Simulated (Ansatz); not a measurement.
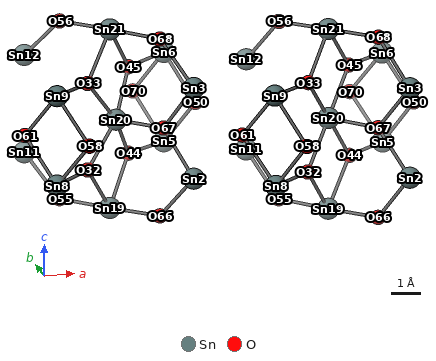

Two geometries of a defect cell of composition Sn$_{24}$O$_{47}$ (cell charge +2), drawn at one scale. One is the start of a relaxation, the other its converged end. A ball-and-stick model of the atoms within 4.2 Å of the atom that moves most (axes of the cell of the calculation (origin shifted)), seen slightly off an axis.

Computed with DFT, PBEsol, PAW, plane waves (Ansatz). (plane-wave cutoff 420 eV; k-point mesh 1 × 1 × 1; mesh shifted by (0.25, 0.25, 0.25); no spin polarisation; atoms relaxed in a fixed cell; force threshold 0.03 eV/Å; at most 80 steps)

Which geometry has the lower energy?

The left one is the relaxed one. The atom that moves furthest is Sn20 (0.22 Å roughly along [1 −1 0]). Largest moves by element: Sn 0.22 Å, O 0.18 Å. The cell stays as it was. Some distances before and after: Sn20–O67 2.050 → 1.956 Å, Sn20–O44 2.109 → 2.040 Å, Sn8–O61 2.120 → 2.065 Å, Sn9–O33 2.046 → 2.099 Å. Among the angles between lasting bonds that change: O32–Sn20–O45 178.9° → 161.6°, O32–Sn20–O67 89.4° → 99.2°, O33–Sn20–O67 90.1° → 99.3°. Over 3 geometry steps the energy falls by 1.918 eV per cell of the calculation. Largest force component: 2.3 eV/Å at the start, 0.012 eV/Å at the end. Cost: 4.9 s on 1 × NVIDIA GB300 Max-Q with 8 threads of Arm Neoverse-V2, peak memory 2 GiB.

Limits of the set-up: the cell is charged, on a uniform background, and energies carry no finite-size correction.
